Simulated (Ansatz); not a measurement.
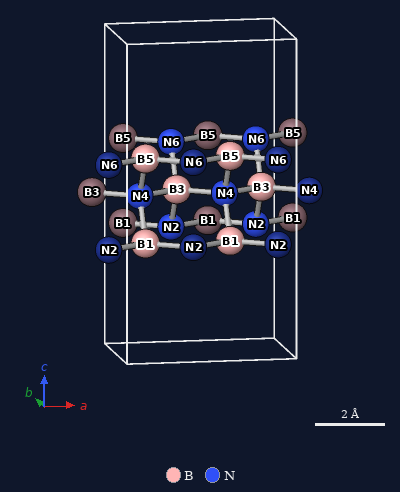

Fig. 1: The structure (ball-and-stick view of the 2 × 1 repeat of the cell, with the vacuum cut short, seen slightly off an axis; neighbours outside the cell are drawn fainter; atoms are numbered from 1 in the order of the input). An atom can appear more than once, as a periodic image.

# Single-point calculation, with input and output: BN

System: BN (slab, 6 atoms in the cell).
Method: DFT, LDA, all-electron LAPW, scalar-relativistic, no spin polarisation (Ansatz 0.2.0).

Figures and captions count atoms from 1; the log counts them from 0 in places.

### The input
```yaml
crystal:
  lattice:
    - [2.5318878315, 0.0, 0.0]
    - [0.0, 3.5806301097, 0.0]
    - [0.0, 0.0, 18.5319]
  atoms:
    - { symbol: B, position: [0.25, 0.125, 0.4316883905] }
    - { symbol: "N", position: [0.75, 0.875, 0.4316883905] }
    - { symbol: B, position: [0.75, 0.625, 0.5] }
    - { symbol: "N", position: [0.25, 0.375, 0.5] }
    - { symbol: B, position: [0.25, 0.125, 0.5683116095] }
    - { symbol: "N", position: [0.75, 0.875, 0.5683116095] }
kpoints:
  mp_grid: { grid: [10, 7, 1] }
scf:
  occupations: { method: fermi_dirac, width: 0.02 }
hamiltonian:
  xc: lda
  pseudopotentials: { kind: all_electron, lapw: { basis_error: 0.001 } }
output:
  forces: true
  stress: true
  eigenvalues: true
  populations: true
  dos: { projected: true, de: 0.2, e_range: [-14, 8] }
efield:
  axis: 3
  amplitude: 0
  dipole_correction: true
```

Launch command:
```bash
ansatz run input.yaml --threads 2 --pin off --max-ram 4096MiB --backend cpu --events-out ev --progress --plain --runs-dir out
```

### Output
```
B: projections on atomic orbitals take those of the free atom 1s2 2s2 2p1, of charge +0.00 (hamiltonian.pseudopotentials.projection_atoms)
N: projections on atomic orbitals take those of the free atom 1s2 2s2 2p3, of charge +0.00 (hamiltonian.pseudopotentials.projection_atoms)
LAPW: plane waves up to 10.931 Å⁻¹, error target 1.0e-3 eV per atom; small_component_spin mean_spin; B in spheres of 0.727 Å, 5 of its electrons in bands, Dirac shells []; N in spheres of 0.823 Å, 7 of its electrons in bands, Dirac shells [] (how accurate: hamiltonian.pseudopotentials.lapw.basis_error, Limitations)
Engine: ansatz 0.2.0, aarch64-unknown-linux-gnu
Pseudopotentials: kind: all_electron
Pseudopotential: B, LAPW, valence charge 5, lapw/all_electron/scalar/gaussian/B, Koelling and Harmon's equation, gaussian nucleus
Pseudopotential: N, LAPW, valence charge 7, lapw/all_electron/scalar/gaussian/N, Koelling and Harmon's equation, gaussian nucleus
Functional definition: SPW92
  exchange = slater_x
  correlation = pw_c
Crystal: 6 atoms, lattice volume = 168.006 Å³
Basis set: ecut = 455.2493388276975 eV, 3741 PW (Γ), exchange–correlation at level 2
Bands: 24, of which v1, the nominal top of the filled ones, is band 18 counted from 1 (17 counted from 0)
Symmetry: 2 space group operations
k-points: 24 of 70 (time reversal used)
Non-local potential: B, projectors of the file, none
Non-local potential: N, projectors of the file, none
Initial density: superposition of atomic densities (neutral atoms: chi_scale 0, normalization atom)
Initial wavefunctions: plane waves of lowest kinetic energy (no species holds an atomic orbital)
Functional: x = slater, c = lda
iter 1 solved again at ethr=4.03e-2 eV; its pass at ethr=1.00e-1 eV (dr2=1.45e1 eV) is discarded
SCF iter   1: F=—  HF=-6458.326701 eV  |F-HF|=—  |Δ(HF+E_count)|=         —  Δρ=8.38e-2  dr2=1.45e1  ethr=4.03e-2  p=0.000 e·Å  D=2.01e-14 V/Å  ΔV_dip=-0.00 eV  dr2_dipole=7.56e-10  V_vac-E_F(+/−)=8.74/8.74 eV  ⟨swp⟩=2.7  Hψ=4230  notcnv=0
efield: sawtooth ramp at fractional position 0.9500 (placed from the atoms, in the widest stretch of the axis that holds none; the zero of the levels goes with the place), width 0.1000; the density the first Hamiltonian is built on has a dipole p = 0.000 e·Å; the dipole correction subtracts the counter field D = 3.17e-15 V/Å, which shifts the + side's vacuum level by -0.00 eV against the − side's; the planar-averaged density in the ramp window peaks in size at 4.0e-7 e/Å³
preconditioner: auto → Resta (q_TF=auto, 2.111 Å⁻¹)  ε∞=1.8  [insulator: Δε(μ)=3.792 eV  Ē_g=15.953 eV  σ=0.020 eV  W_gap=1.00  n_scr=26 (ndim 8)  ℏωp=14.0 eV  f_vac=0.672  D(μ)=0.00/eV (n_scr^D=0)  ε∞_Penn≈1.8  vacuum switching on, ρ_ref=1.8e-2 e/Å³]
iter 2 solved again at ethr=3.74e-3 eV; its pass at ethr=4.02e-2 eV (dr2=1.35e0 eV) is discarded
SCF iter   2: F=—  HF=-6453.488547 eV  |F-HF|=—  |Δ(HF+E_count)|=    4.84e0  Δρ=3.22e-2  dr2=1.36e0  ethr=3.74e-3  p=-0.000 e·Å  D=-1.19e-5 V/Å  ΔV_dip=0.00 eV  dr2_dipole=5.95e-9  V_vac-E_F(+/−)=5.48/5.48 eV  ⟨swp⟩=2.6  Hψ=3120  notcnv=0  defer=5
preconditioner: auto → LDOS  [insulator: Δε(μ)=0.151 eV  Ē_g=13.411 eV  σ=0.020 eV  W_gap=0.64  n_scr=26 (ndim 8)  ℏωp=14.0 eV  f_vac=0.683  D(μ)=1.14/eV (n_scr^D=6)  ε∞_Penn≈2.1  β→1.0]
SCF iter   3: F=—  HF=-6452.840636 eV  |F-HF|=—  |Δ(HF+E_count)|=   6.48e-1  Δρ=8.81e-3  dr2=1.55e-1  ethr=3.74e-3  p=-0.000 e·Å  D=-3.73e-6 V/Å  ΔV_dip=0.00 eV  dr2_dipole=3.00e-10  V_vac-E_F(+/−)=5.64/5.64 eV  ⟨swp⟩=3.0  Hψ=1748  notcnv=0
SCF iter   4: F=—  HF=-6452.835752 eV  |F-HF|=—  |Δ(HF+E_count)|=         —  Δρ=6.00e-3  dr2=8.01e-2  ethr=4.29e-4  p=0.000 e·Å  D=9.19e-6 V/Å  ΔV_dip=-0.00 eV  dr2_dipole=1.88e-9  V_vac-E_F(+/−)=5.27/5.27 eV  ⟨swp⟩=3.9  Hψ=1883  notcnv=0  defer=1
the basis was enlarged: its passes take 102.7 KiB over the memory plan, 2 of 2 planned eigensolver slots
SCF iter   5: F=—  HF=-6452.805416 eV  |F-HF|=—  |Δ(HF+E_count)|=   3.03e-2  Δρ=1.26e-3  dr2=2.55e-3  ethr=2.23e-4  p=-0.000 e·Å  D=-1.77e-7 V/Å  ΔV_dip=0.00 eV  dr2_dipole=2.99e-12  V_vac-E_F(+/−)=5.30/5.30 eV  ⟨swp⟩=3.1  Hψ=1793  notcnv=0  defer=1
SCF iter   6: F=—  HF=-6452.805179 eV  |F-HF|=—  |Δ(HF+E_count)|=   2.36e-4  Δρ=3.89e-4  dr2=4.47e-4  ethr=7.09e-6  p=0.000 e·Å  D=1.65e-6 V/Å  ΔV_dip=-0.00 eV  dr2_dipole=6.88e-11  V_vac-E_F(+/−)=5.35/5.35 eV  ⟨swp⟩=3.3  Hψ=1836  notcnv=0
SCF iter   7: F=—  HF=-6452.805100 eV  |F-HF|=—  |Δ(HF+E_count)|=   7.96e-5  Δρ=1.12e-4  dr2=1.39e-5  ethr=1.24e-6  p=-0.000 e·Å  D=-5.51e-7 V/Å  ΔV_dip=0.00 eV  dr2_dipole=6.60e-12  V_vac-E_F(+/−)=5.34/5.34 eV  ⟨swp⟩=3.0  Hψ=1603  notcnv=0
SCF iter   8: F=—  HF=-6452.805110 eV  |F-HF|=—  |Δ(HF+E_count)|=   1.05e-5  Δρ=2.38e-5  dr2=4.06e-7  ethr=3.86e-8  p=0.000 e·Å  D=9.33e-7 V/Å  ΔV_dip=-0.00 eV  dr2_dipole=1.29e-11  V_vac-E_F(+/−)=5.34/5.34 eV  ⟨swp⟩=3.1  Hψ=1643  notcnv=0
SCF iter   9: F=-6452.805111 eV  HF=-6452.805111 eV  |F-HF|=3.35e-8  |Δ(HF+E_count)|=   8.97e-7  Δρ=2.59e-6  dr2=7.30e-9  ethr=1.13e-9  p=-0.000 e·Å  D=-1.33e-6 V/Å  ΔV_dip=0.00 eV  dr2_dipole=3.30e-11  V_vac-E_F(+/−)=5.34/5.34 eV  ⟨swp⟩=3.0  Hψ=1579  notcnv=0
SCF 1 converged in 9 iterations: F = -6452.805111 eV  dr2 = 7.30e-9
SCF converged after 9 iterations
Free energy (F): -6452.805111 eV
Harris-Foulkes:  -6452.805111 eV  (|F-HF|=3.35e-8)
Internal energy: -6452.805111 eV  (E = F + TS)
E sigma→0 (E₀):  -6452.805111 eV
Fermi energy:    -1.613752 eV
Dipole field:    D = -0.000001 V/Å  (p = -0.000001 e·Å, saw-weighted, corrected)
Work function:   Φ+ = 5.3366 eV   Φ− = 5.3366 eV
Levels:          The Fermi level and band energies are counted from a zero that moves with the ramp; work functions are not
--- Per-component energies (eV) ---
  E_band       = -3517.328538
  E_kinetic    = 6398.745046
  E_xc         = -841.585701
  E_efield     = 0.000000  (sawtooth field / dipole correction)
  E_electrostatic = -12009.964456  (all electrons and nuclei)
  E_smearing   = -0.000000  (= −TS)
  E_closure    = 0.000000  (closes the sum)
  E_atoms      = -6400.541031  (free atoms, spherical and without spin; not in F)
  Σ components = -6452.805111   (vs F -6452.805111, Δ=0.00e0)
  Basis errors (estimates in eV, not in F): energy 6.0e-4 per atom: plane waves 5.7e-4 (3.6e-4 summed), levels above the bands 1.3e-156, relativity 7.0e-9, radial functions 2.9e-5, core shells 0.0e0; eigenvalues (radial functions only) 2.0e-5; not estimated: angular momenta, meshes, grids; target (lapw.basis_error) 1.0e-3; muffin-tin radii B 0.727 Å, N 0.823 Å
--- Forces (eV/Å), atoms counted from 1 ---
  atom   1  B      0.00000000    -5.19392130     3.29171067
  atom   2  N      0.00000000     3.91195488    -2.03753510
  atom   3  B      0.00000000     0.70081132     0.00001958
  atom   4  N      0.00000000     1.86312632    -0.00001581
  atom   5  B      0.00000000    -5.19391079    -3.29166942
  atom   6  N      0.00000000     3.91193416     2.03751876
  max |Σ_I F_I| component: 2.87e-5 eV/Å
--- Stress (GPa, compression-positive) ---
       -5.745334       0.000000       0.000000
        0.000000      -8.733994      -0.000033
        0.000000      -0.000033      -3.028212
  P = ⅓ Tr σ = -5.8358 GPa (-58.358 kbar)
--- Band table (eV; the first three rows and the last of 24) ---
  k-point 0: bands = ["-374.8859", "-373.7804", "-373.7803", "-174.0836", "-174.0836", "-173.0804", "-21.5829", "-17.8772", "-16.5177", "-10.5431", "-9.1295", "-8.2199", "-7.3546", "-6.6136", "-4.0927", "-3.9906", "-2.6970", "-2.5592", "-0.7713", "1.4372", "2.9588", "3.5855", "4.0243", "5.1218"]
  k-point 1: bands = ["-374.8859", "-373.7804", "-373.7803", "-174.0836", "-174.0836", "-173.0804", "-21.4282", "-17.7918", "-16.9384", "-10.4802", "-9.8860", "-7.7122", "-6.8374", "-6.4763", "-3.9650", "-3.6616", "-3.2098", "-2.9523", "-0.3815", "1.0805", "3.1917", "3.7967", "4.2573", "5.3183"]
  k-point 2: bands = ["-374.8859", "-373.7804", "-373.7803", "-174.0836", "-174.0836", "-173.0804", "-20.9800", "-17.9028", "-17.5811", "-10.9949", "-10.2620", "-6.7856", "-6.2043", "-6.0849", "-3.9806", "-3.9065", "-3.5936", "-2.7876", "-0.2358", "0.4282", "3.8586", "4.4546", "4.9391", "5.8841"]
  k-point 23: bands = ["-374.8859", "-373.7804", "-373.7803", "-174.0836", "-174.0835", "-173.0803", "-18.0858", "-16.8659", "-15.5423", "-12.0838", "-12.0704", "-9.5999", "-8.2751", "-7.7249", "-6.6220", "-6.2123", "-3.1646", "-2.0093", "-0.5453", "0.6068", "6.7214", "7.4446", "7.5440", "8.3368"]
--- Löwdin populations: 6 sites ---
  site symbol       q [e]
     0      B      4.5088
     1      N      7.4228
     2      B      4.6537
     3      N      7.3012
     4      B      4.5088
     5      N      7.4228
  spilling = 0.005049 (of n_electrons = 36.000000)
```

### File dos.tsv
```
# E-E_F[eV]	g_bin_mean(E)[states/eV]	N(E)
# format = ansatz-dos/2
# fermi_ev = -1.613752
# fermi_mp_grid = 10 7 1
# fermi_mp_shift = 0 0 0
# g_bin_mean(E): the states in a bin one row spacing wide, centred on E, divided by that spacing. States that the method places at a single energy (under output.dos.method: tetrahedron, those of a tetrahedron whose four corners have one energy) are counted whole in the row whose bin holds that energy (on the edge of two bins, in the lower row). The sum of g_bin_mean over a run of rows, times the row spacing, is the number of states from half a spacing under the first of them to half a spacing over the last (a plain sum, not the trapezoid rule).
-14.000000	4.755259e-1	1.797395e1
-13.800000	0.000000e0	1.800000e1
-13.600000	0.000000e0	1.800000e1
-13.400000	0.000000e0	1.800000e1
-13.200000	0.000000e0	1.800000e1
-13.000000	0.000000e0	1.800000e1
-12.800000	0.000000e0	1.800000e1
-12.600000	0.000000e0	1.800000e1
-12.400000	0.000000e0	1.800000e1
-12.200000	0.000000e0	1.800000e1
-12.000000	0.000000e0	1.800000e1
-11.800000	0.000000e0	1.800000e1
-11.600000	0.000000e0	1.800000e1
-11.400000	0.000000e0	1.800000e1
-11.200000	0.000000e0	1.800000e1
-11.000000	0.000000e0	1.800000e1
-10.800000	0.000000e0	1.800000e1
-10.600000	0.000000e0	1.800000e1
-10.400000	3.362198e-1	1.802255e1
-10.200000	5.384416e-1	1.812257e1
-10.000000	9.890640e-1	1.827060e1
-9.800000	9.264037e-1	1.846255e1
-9.600000	1.054558e0	1.866003e1
-9.400000	1.398837e0	1.889155e1
-9.200000	1.777720e0	1.922403e1
-9.000000	1.770988e0	1.957109e1
-8.800000	2.263396e0	2.002547e1
-8.600000	2.488394e0	2.040561e1
-8.400000	3.285762e0	2.100205e1
-8.200000	1.519020e0	2.151609e1
-8.000000	2.222782e0	2.187332e1
-7.800000	1.424536e0	2.225066e1
-7.600000	1.182710e0	2.251283e1
-7.400000	1.242579e0	2.276209e1
-7.200000	8.923083e-1	2.298236e1
-7.000000	8.604432e-1	2.314914e1
-6.800000	9.638159e-1	2.332467e1
-6.600000	1.434858e0	2.354843e1
-6.400000	1.763143e0	2.389782e1
-6.200000	1.488083e0	2.422026e1
-6.000000	3.057096e0	2.460110e1
-5.800000	3.618649e0	2.533774e1
-5.600000	2.445635e0	2.598710e1
-5.400000	2.487055e0	2.643119e1
-5.200000	3.033952e0	2.697421e1
-5.000000	3.304461e0	2.763356e1
-4.800000	2.878287e0	2.828667e1
-4.600000	2.465539e0	2.876761e1
-4.400000	2.729695e0	2.928501e1
-4.200000	2.130937e0	2.980879e1
-4.000000	1.652794e0	3.016650e1
-3.800000	1.471907e0	3.046230e1
-3.600000	7.610746e-1	3.069623e1
-3.400000	7.585225e-1	3.084798e1
-3.200000	7.768661e-1	3.100104e1
-3.000000	9.376217e-1	3.116697e1
-2.800000	1.074903e0	3.137335e1
-2.600000	9.779217e-1	3.158141e1
-2.400000	9.507873e-1	3.176557e1
-2.200000	1.813238e0	3.204545e1
-2.000000	1.777374e0	3.237947e1
-1.800000	3.721174e0	3.294787e1
-1.600000	3.486036e0	3.372844e1
-1.400000	1.395548e0	3.413642e1
-1.200000	1.737160e0	3.449051e1
-1.000000	1.777512e0	3.482568e1
-0.800000	2.477866e0	3.527693e1
-0.600000	1.565106e0	3.564416e1
-0.400000	9.112172e-1	3.598674e1
-0.200000	0.000000e0	3.600000e1
0.000000	0.000000e0	3.600000e1
0.200000	0.000000e0	3.600000e1
0.400000	1.156089e-1	3.600291e1
0.600000	5.403004e-1	3.606364e1
0.800000	1.120001e0	3.621754e1
1.000000	3.952043e0	3.662824e1
1.200000	3.821927e0	3.770977e1
1.400000	4.501199e-1	3.800000e1
1.600000	0.000000e0	3.800000e1
1.800000	6.291126e-1	3.803095e1
2.000000	1.061453e0	3.822587e1
2.200000	3.245738e0	3.846126e1
2.400000	2.267140e0	3.926490e1
2.600000	1.303697e0	3.957828e1
2.800000	1.065637e0	3.981813e1
3.000000	4.272225e-1	3.998148e1
3.200000	0.000000e0	4.000000e1
3.400000	0.000000e0	4.000000e1
3.600000	0.000000e0	4.000000e1
3.800000	0.000000e0	4.000000e1
4.000000	0.000000e0	4.000000e1
4.200000	0.000000e0	4.000000e1
4.400000	0.000000e0	4.000000e1
4.600000	6.612030e-2	4.000061e1
4.800000	3.486492e-1	4.004211e1
5.000000	4.169007e-1	4.012525e1
5.200000	5.161424e-1	4.020916e1
5.400000	9.901399e-1	4.035953e1
5.600000	1.039765e0	4.057350e1
5.800000	1.241521e0	4.079155e1
6.000000	1.416544e0	4.106512e1
6.200000	1.404561e0	4.134693e1
6.400000	1.537430e0	4.163390e1
6.600000	1.715138e0	4.196658e1
6.800000	1.723133e0	4.230796e1
7.000000	2.075719e0	4.268481e1
7.200000	2.451509e0	4.313382e1
7.400000	2.949939e0	4.368561e1
7.600000	2.938497e0	4.429358e1
7.800000	2.179315e0	4.479558e1
8.000000	1.974951e0	4.519800e1
```

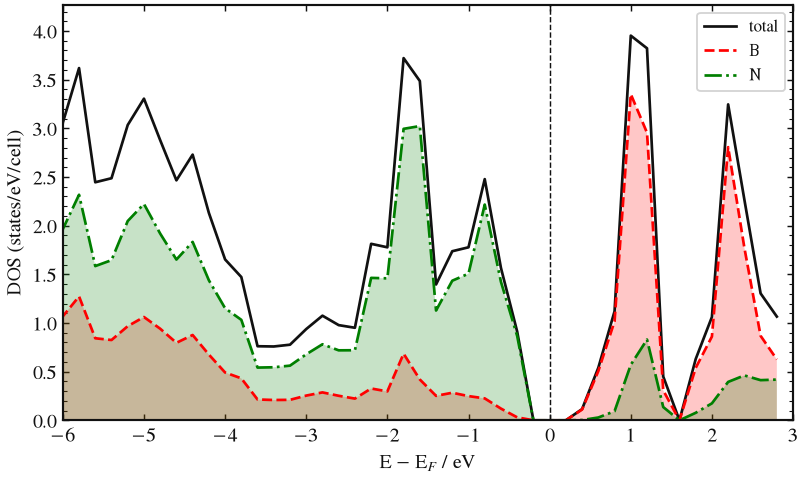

Fig. 2: Density of states (projected on atomic shells), with energies from the Fermi level. There is a gap of 0.70 eV on the k-point mesh.

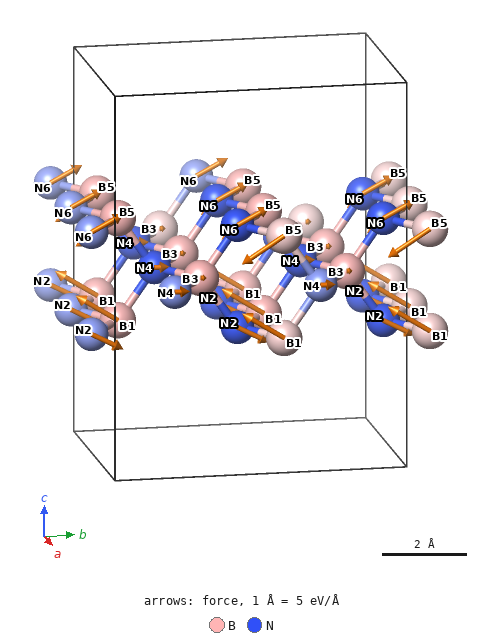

Fig. 3: Forces on the atoms as orange arrows (ball-and-stick view of the 2 × 2 repeat of the cell, with the vacuum cut short, seen slightly off an axis; neighbours outside the cell are drawn fainter; atoms are numbered from 1 in the order of the input). The largest act on B1, B5 (6.15 eV/Å); N2, N6 (4.41 eV/Å); N4 (1.86 eV/Å). The geometry is not a stationary point of this energy.

### Key numbers

| quantity | value |
| --- | --- |
| outcome | converged |
| electrons in bands (core shells apart) | 36 |
| free energy | −6452.8051 eV |
| Fermi energy | −1.614 eV |
| electronic character | gap of 0.70 eV |
| largest force (length of the vector) | 6.149 eV/Å |
| hardware | 2 threads of Arm Neoverse V1, 24 GiB of memory available, shared host |
| wall time | 70 s (CPU time 2.3 min) |
| peak memory | 1.7 GiB |
